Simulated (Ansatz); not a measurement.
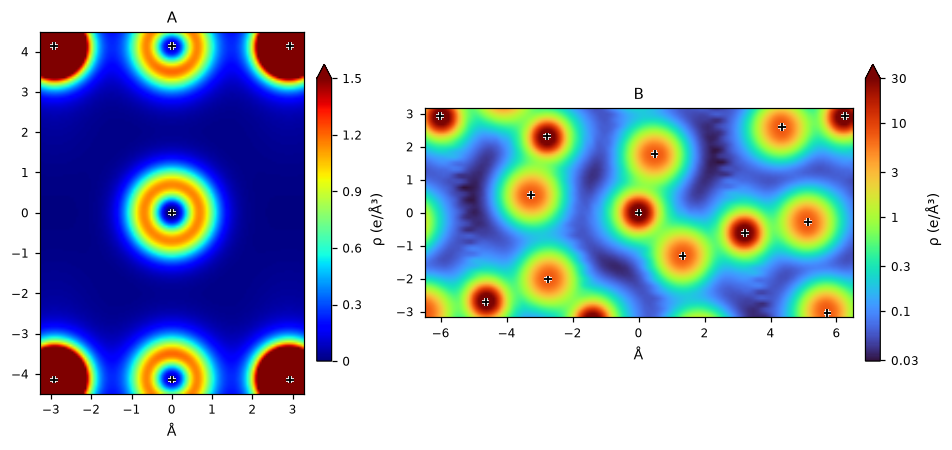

The valence pseudo-density of 2 systems, each on a plane through atoms (crosses mark nuclei in the plane).

These are results of DFT PBEsol, scalar-relativistic, plane waves, PAW (Ansatz 0.2.0), not measurements.

System 1: CsPbBr3, the (101̄) plane of the conventional cell. Space group Pm-3m; a generated structure, not necessarily the stable one.

```
Cs Pb Br
1.0
     5.85867    0.00000    0.00000
     0.00000    5.85867    0.00000
     0.00000    0.00000    5.85867
Cs Pb Br
1 1 3
Direct
  0.50000 0.50000 0.50000
  0.00000 0.00000 0.00000
  0.50000 0.00000 0.00000
  0.00000 0.50000 0.00000
  0.00000 0.00000 0.50000
```

System 2: Ga2O3, the (010) plane of the conventional cell. Space group C2/m.

> Match each panel to its system.

Panel A is system 1, CsPbBr3: the plane holds Cs, Pb and Br. Pb–Br (2.93 Å): ρ is about 0.25 e/Å³ halfway. Panel B is system 2, Ga2O3: the plane holds Ga and O. Ga–O (1.84 Å): ρ is about 0.85 e/Å³ halfway.
